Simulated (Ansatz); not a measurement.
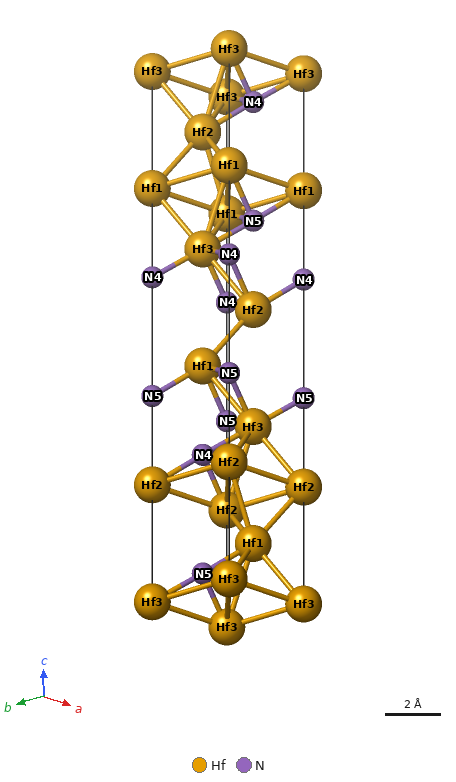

Figure 1. The structure (ball-and-stick view of the cell 3 times as large as that of the calculation, set on its symmetry axes, seen at an oblique angle; atoms are numbered from 1 in the order of the input). An atom can appear more than once, as a periodic image. Near neighbours in the periodic cell (some may lie outside the picture): Hf has 12 Hf at 3.12 to 3.21 Å and 3 N at 2.29 Å; Hf has 12 Hf at 3.20 to 3.21 Å and 6 N at 2.24 Å; N has 6 Hf at 2.24 to 2.29 Å.

## Hf$_{3}$N$_{2}$: a changed input and its effect

System: Hf$_{3}$N$_{2}$ (5 atoms in the cell).
Method of run 1: DFT r2SCAN, scalar-relativistic, plane waves, PAW, no spin polarisation (Ansatz 0.2.0).

The structure derives from a Materials Project entry. Text and figures count atoms from 1; the logs count them from 0 in places.

**Input, run 1**
```yaml
crystal:
  lattice:
    - [1.5994260774, 0.9234290764, 7.7548432223]
    - [-1.5994260774, 0.9234290764, 7.7548432223]
    - [0.0, -1.8468581527, 7.7548432223]
  atoms:
    - { symbol: Hf, position: [0.77941866, 0.77941866, 0.77941866] }
    - { symbol: Hf, position: [0.22058134, 0.22058134, 0.22058134] }
    - { symbol: Hf, position: [0.0, 0.0, 0.0] }
    - { symbol: "N", position: [0.61191553, 0.61191553, 0.61191553] }
    - { symbol: "N", position: [0.38808447, 0.38808447, 0.38808447] }
basis:
  ecutwfc: 500
kpoints:
  mp_grid: { grid: [6, 6, 6] }
hamiltonian:
  xc: r2scan
scf:
  occupations: { method: gaussian, width: 0.1 }
output:
  forces: true
  stress: true
  eigenvalues: true
```

Command:
```bash
ansatz run input.yaml --threads 1 --pin off --max-ram 2560MiB --backend cpu --events-out ev --progress --plain --runs-dir out
```

Hardware: 1 thread of AMD EPYC (Zen 3), 189 GiB of memory available, shared host.

**Output, shortened to warnings, some set-up lines, iterations and results (run 1)**
```
Basis set: ecut = 500 eV, 1733 PW (Γ), FFT grids on a1−a3, a2−a3, a3, exchange–correlation on 96×96×240 points (64 copies of the dense FFT grid, shifted against one another)
Symmetry: 12 space group operations
k-points: 32 of 216
Initial density: superposition of atomic densities (neutral atoms: chi_scale 0, normalization atom), corrected by the library's trained network
[...]
SCF iter   1: F=—  HF=-47976.786752 eV  |F-HF|=—  |Δ(HF+E_count)|=         —  Δρ=1.40e-2  dr2=4.81e-1  dr2_τ=2.77e-1  ethr=1.77e-3  ⟨swp⟩=4.6  Hψ=5032  notcnv=0  defer=8
SCF iter   2: F=—  HF=-47976.872039 eV  |F-HF|=—  |Δ(HF+E_count)|=   8.53e-2  Δρ=8.97e-3  dr2=2.31e-1  dr2_τ=3.64e-3  ethr=5.46e-4  ⟨swp⟩=2.0  Hψ=3087  notcnv=0  defer=113
SCF iter   3: F=—  HF=-47976.860913 eV  |F-HF|=—  |Δ(HF+E_count)|=   1.11e-2  Δρ=5.50e-3  dr2=1.05e-1  dr2_τ=1.34e-3  ethr=2.63e-4  ⟨swp⟩=2.0  Hψ=2375  notcnv=0  defer=113
SCF iter   4: F=—  HF=-47976.853861 eV  |F-HF|=—  |Δ(HF+E_count)|=   7.05e-3  Δρ=1.83e-3  dr2=6.72e-3  dr2_τ=1.43e-4  ethr=1.19e-4  ⟨swp⟩=2.0  Hψ=1991  notcnv=0  defer=113
SCF iter   5: F=—  HF=-47976.853273 eV  |F-HF|=—  |Δ(HF+E_count)|=   5.88e-4  Δρ=7.59e-4  dr2=8.57e-4  dr2_τ=4.51e-5  ethr=7.63e-6  ⟨swp⟩=2.0  Hψ=2553  notcnv=0  defer=113
SCF iter   6: F=—  HF=-47976.853484 eV  |F-HF|=—  |Δ(HF+E_count)|=   2.11e-4  Δρ=5.84e-4  dr2=3.19e-4  dr2_τ=3.85e-5  ethr=9.74e-7  ⟨swp⟩=2.0  Hψ=2991  notcnv=0  defer=113
SCF iter   7: F=—  HF=-47976.853120 eV  |F-HF|=—  |Δ(HF+E_count)|=   3.64e-4  Δρ=2.17e-4  dr2=3.88e-5  dr2_τ=4.39e-6  ethr=3.62e-7  ⟨swp⟩=2.0  Hψ=2982  notcnv=0  defer=113
SCF iter   8: F=—  HF=-47976.853130 eV  |F-HF|=—  |Δ(HF+E_count)|=   9.10e-6  Δρ=1.05e-4  dr2=1.09e-5  dr2_τ=1.06e-6  ethr=4.41e-8  ⟨swp⟩=2.0  Hψ=3104  notcnv=0  defer=113
SCF iter   9: F=—  HF=-47976.853129 eV  |F-HF|=—  |Δ(HF+E_count)|=   9.39e-7  Δρ=2.84e-5  dr2=6.79e-7  dr2_τ=1.16e-7  ethr=1.24e-8  ⟨swp⟩=2.0  Hψ=2606  notcnv=0  defer=113
SCF iter  10: F=-47976.853129 eV  HF=-47976.853129 eV  |F-HF|=4.96e-8  |Δ(HF+E_count)|=   1.62e-7  Δρ=1.02e-5  dr2=9.83e-8  dr2_τ=1.63e-9  ethr=1.14e-10  ⟨swp⟩=8.3  Hψ=8090  …
SCF 1 converged in 10 iterations: F = -47976.853129 eV  dr2 = 9.83e-8
SCF converged after 10 iterations
Free energy (F): -47976.853129 eV
Harris-Foulkes:  -47976.853129 eV  (|F-HF|=4.96e-8)
Internal energy: -47976.843803 eV  (E = F + TS)
E sigma→0 (E₀):  -47976.848466 eV
Entropy (-TS):   -0.009326 eV (-1.865 meV/atom)
Fermi energy:    22.082420 eV
--- Per-component energies (eV) ---
  E_band       = 323.498432
  E_kinetic    = 1538.510081
  E_local      = -14656.405383  (includes V_loc(G=0)·N_el)
  E_nonlocal   = -3654.893567
  E_hartree    = 6936.492169
  E_xc         = -972.945426
  E_vxc        = -1053.331001  (∫ρ·V_xc dr)
  E_paw        = -21114.377817  (= ΣΔE_a)
  E_vpaw       = 4223.955300  (= ΣTr[D̂ρ^β])
  E_aug_tail   = 0.000032  (compensation charges beyond the density's cutoff)
  E_vtau       = 52.682045  (kinetic-family band-sum trace: ∫τ·v_τ [+ j·A + Jᵃ·Aᵃ] dr)
  E_ewald      = -16054.129329
  E_core_change = 0.905436  (= ΣΔE_core)
  E_smearing   = -0.009326  (= −TS)
  E_closure    = 0.000000  (closes the sum)
  Σ components = -47976.853129   (vs F -47976.853129, Δ=0.00e0)
--- Forces (eV/Å), atoms counted from 1 ---
  atom   1  Hf     0.00000000     0.00000000     0.10474068
  atom   2  Hf     0.00000000    -0.00000000    -0.10474068
  atom   3  Hf     0.00000000     0.00000000    -0.00000000
  atom   4  N      0.00000000     0.00000000     0.03002661
  atom   5  N      0.00000000    -0.00000000    -0.03002661
  max |Σ_I F_I| component: 2.78e-17 eV/Å
--- Stress (GPa, compression-positive) ---
        2.025605       0.000000      -0.000000
        0.000000       2.025605      -0.000000
       -0.000000      -0.000000       1.478723
  P = ⅓ Tr σ = 1.8433 GPa (18.433 kbar)
```

The input of run 2 differs as follows (lines with − go, lines with + come):
```diff
-    - [1.5994260774, 0.9234290764, 7.7548432223]
-    - [-1.5994260774, 0.9234290764, 7.7548432223]
-    - [0.0, -1.8468581527, 7.7548432223]
+    - [1.6043993927, 0.9263004213, 7.771524551]
+    - [-1.6043993927, 0.9263004213, 7.771524551]
+    - [0.0, -1.8526008425, 7.771524551]
-    - { symbol: Hf, position: [0.77941866, 0.77941866, 0.77941866] }
-    - { symbol: Hf, position: [0.22058134, 0.22058134, 0.22058134] }
+    - { symbol: Hf, position: [0.7796411021, 0.7796411021, 0.7796411021] }
+    - { symbol: Hf, position: [0.2203588979, 0.2203588979, 0.2203588979] }
-    - { symbol: "N", position: [0.61191553, 0.61191553, 0.61191553] }
-    - { symbol: "N", position: [0.38808447, 0.38808447, 0.38808447] }
+    - { symbol: "N", position: [0.6120889281, 0.6120889281, 0.6120889281] }
+    - { symbol: "N", position: [0.3879110719, 0.3879110719, 0.3879110719] }
-  mp_grid: { grid: [6, 6, 6] }
+  mp_grid: { grid: [12, 12, 12] }
```

How does run 2 compare with run 1?

With the same functional and potentials, run 2 lies 0.7 meV per atom lower (other lines of the input change too). The pressure goes from 1.84 to 0.00 GPa. The largest force goes from 0.105 to 0.000 eV/Å. The volume per atom goes from 13.74 to 13.86 Å³. The SCF takes 11 iterations against 10. The irreducible k-points go from 32 to 189. The plane waves at Γ go from 1733 to 1763. On the same kind of shared host run 2 took about 5 times as long.

**Output, shortened to warnings, some set-up lines, iterations and results (run 2)**
```
Basis set: ecut = 500 eV, 1763 PW (Γ), FFT grids on a1−a3, a2−a3, a3, exchange–correlation on 96×96×240 points (64 copies of the dense FFT grid, shifted against one another)
Symmetry: 12 space group operations
k-points: 189 of 1728
Initial density: superposition of atomic densities (neutral atoms: chi_scale 0, normalization atom), corrected by the library's trained network
[...]
SCF iter   1: F=—  HF=-47976.802411 eV  |F-HF|=—  |Δ(HF+E_count)|=         —  Δρ=1.44e-2  dr2=5.29e-1  dr2_τ=2.76e-1  ethr=1.77e-3  ⟨swp⟩=4.6  Hψ=29737  notcnv=0  defer=78
SCF iter   2: F=—  HF=-47976.878090 eV  |F-HF|=—  |Δ(HF+E_count)|=   7.57e-2  Δρ=9.23e-3  dr2=2.58e-1  dr2_τ=3.69e-3  ethr=6.01e-4  ⟨swp⟩=2.0  Hψ=16924  notcnv=0  defer=653
SCF iter   3: F=—  HF=-47976.865983 eV  |F-HF|=—  |Δ(HF+E_count)|=   1.21e-2  Δρ=5.54e-3  dr2=1.16e-1  dr2_τ=1.42e-3  ethr=2.93e-4  ⟨swp⟩=2.0  Hψ=13370  notcnv=0  defer=653
SCF iter   4: F=—  HF=-47976.857849 eV  |F-HF|=—  |Δ(HF+E_count)|=   8.13e-3  Δρ=1.99e-3  dr2=8.26e-3  dr2_τ=2.09e-4  ethr=1.32e-4  ⟨swp⟩=2.0  Hψ=11835  notcnv=0  defer=653
SCF iter   5: F=—  HF=-47976.857315 eV  |F-HF|=—  |Δ(HF+E_count)|=   5.34e-4  Δρ=9.51e-4  dr2=1.96e-3  dr2_τ=1.13e-4  ethr=9.38e-6  ⟨swp⟩=2.0  Hψ=15035  notcnv=0  defer=653
SCF iter   6: F=—  HF=-47976.856693 eV  |F-HF|=—  |Δ(HF+E_count)|=   6.22e-4  Δρ=6.98e-4  dr2=4.00e-4  dr2_τ=1.31e-5  ethr=2.22e-6  ⟨swp⟩=2.0  Hψ=16546  notcnv=0  defer=653
SCF iter   7: F=—  HF=-47976.856652 eV  |F-HF|=—  |Δ(HF+E_count)|=   4.12e-5  Δρ=2.31e-4  dr2=5.19e-5  dr2_τ=5.76e-6  ethr=4.55e-7  ⟨swp⟩=2.0  Hψ=17476  notcnv=0  defer=653
SCF iter   8: F=—  HF=-47976.856649 eV  |F-HF|=—  |Δ(HF+E_count)|=   2.46e-6  Δρ=1.14e-4  dr2=1.08e-5  dr2_τ=1.21e-6  ethr=5.90e-8  ⟨swp⟩=2.0  Hψ=18323  notcnv=0  defer=653
SCF iter   9: F=—  HF=-47976.856648 eV  |F-HF|=—  |Δ(HF+E_count)|=   1.16e-6  Δρ=3.29e-5  dr2=9.24e-7  dr2_τ=1.52e-7  ethr=1.23e-8  ⟨swp⟩=2.0  Hψ=15413  notcnv=0  defer=653
SCF iter  10: F=—  HF=-47976.856648 eV  |F-HF|=—  |Δ(HF+E_count)|=   1.91e-7  Δρ=9.75e-6  dr2=9.55e-8  dr2_τ=1.61e-9  ethr=1.14e-10  ⟨swp⟩=8.4  Hψ=49207  notcnv=0
SCF iter  11: F=-47976.856648 eV  HF=-47976.856648 eV  |F-HF|=4.73e-10  |Δ(HF+E_count)|=   9.12e-9  Δρ=2.60e-6  dr2=7.01e-9  dr2_τ=1.96e-10  ethr=1.09e-10  ⟨swp⟩=4.3  …
SCF 1 converged in 11 iterations: F = -47976.856648 eV  dr2 = 7.01e-9
SCF converged after 11 iterations
Free energy (F): -47976.856648 eV
Harris-Foulkes:  -47976.856648 eV  (|F-HF|=4.73e-10)
Internal energy: -47976.850827 eV  (E = F + TS)
E sigma→0 (E₀):  -47976.853738 eV
Entropy (-TS):   -0.005821 eV (-1.164 meV/atom)
Fermi energy:    21.852671 eV
--- Per-component energies (eV) ---
  E_band       = 304.964297
  E_kinetic    = 1536.741927
  E_local      = -14716.402702  (includes V_loc(G=0)·N_el)
  E_nonlocal   = -3655.151211
  E_hartree    = 6957.424936
  E_xc         = -972.413117
  E_vxc        = -1052.540925  (∫ρ·V_xc dr)
  E_paw        = -21113.942322  (= ΣΔE_a)
  E_vpaw       = 4224.830746  (= ΣTr[D̂ρ^β])
  E_aug_tail   = 0.000030  (compensation charges beyond the density's cutoff)
  E_vtau       = 52.636956  (kinetic-family band-sum trace: ∫τ·v_τ [+ j·A + Jᵃ·Aᵃ] dr)
  E_ewald      = -16014.013805
  E_core_change = 0.905436  (= ΣΔE_core)
  E_smearing   = -0.005821  (= −TS)
  E_closure    = 0.000000  (closes the sum)
  Σ components = -47976.856648   (vs F -47976.856648, Δ=0.00e0)
--- Forces (eV/Å), atoms counted from 1 ---
  atom   1  Hf     0.00000000    -0.00000000    -0.00003084
  atom   2  Hf    -0.00000000     0.00000000     0.00003084
  atom   3  Hf    -0.00000000     0.00000000     0.00000000
  atom   4  N     -0.00000000    -0.00000000    -0.00000924
  atom   5  N      0.00000000     0.00000000     0.00000924
  max |Σ_I F_I| component: 8.10e-18 eV/Å
--- Stress (GPa, compression-positive) ---
       -0.000271       0.000000       0.000000
        0.000000      -0.000271      -0.000000
        0.000000      -0.000000      -0.002806
  P = ⅓ Tr σ = -0.0011 GPa (-0.011 kbar)
```

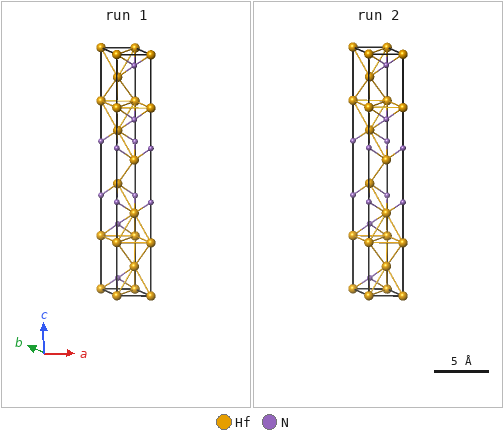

Figure 2. The two input geometries at one scale (ball-and-stick view of the cell 3 times as large as that of the calculation, set on its symmetry axes, seen slightly off an axis). The largest moves relative to the cell, 0.005 Å, are those of Hf atoms. By element the largest moves are Hf 0.005 Å, N 0.004 Å. The volume changes by +0.8 %, with a = b 3.199 → 3.209 Å (+0.3 %), c 23.265 → 23.315 Å (+0.2 %). Among the contacts that change: Hf–Hf 3.208 → 3.220 Å, Hf–N 2.287 → 2.299 Å.

**The two runs side by side**

| quantity | run 1 | run 2 |
| --- | --- | --- |
| outcome | converged | converged |
| free energy per atom (eV) | −9595.3706 | −9595.3713 |
| energy per atom, smearing taken to zero (eV) | −9595.3697 | −9595.3707 |
| gap on the mesh (eV) | 0.00 | 0.00 |
| pressure (GPa) | 1.84 | 0.00 |
| volume per atom (Å³) | 13.74 | 13.86 |
| largest force (eV/Å) | 0.105 | 0.000 |
| SCF iterations | 10 | 11 |
| irreducible k-points | 32 | 189 |
| plane waves at Γ | 1733 | 1763 |
| wall time (shared host) | 35 s | 2.9 min |

For both runs: Spin–orbit coupling is left out, which matters for Hf.
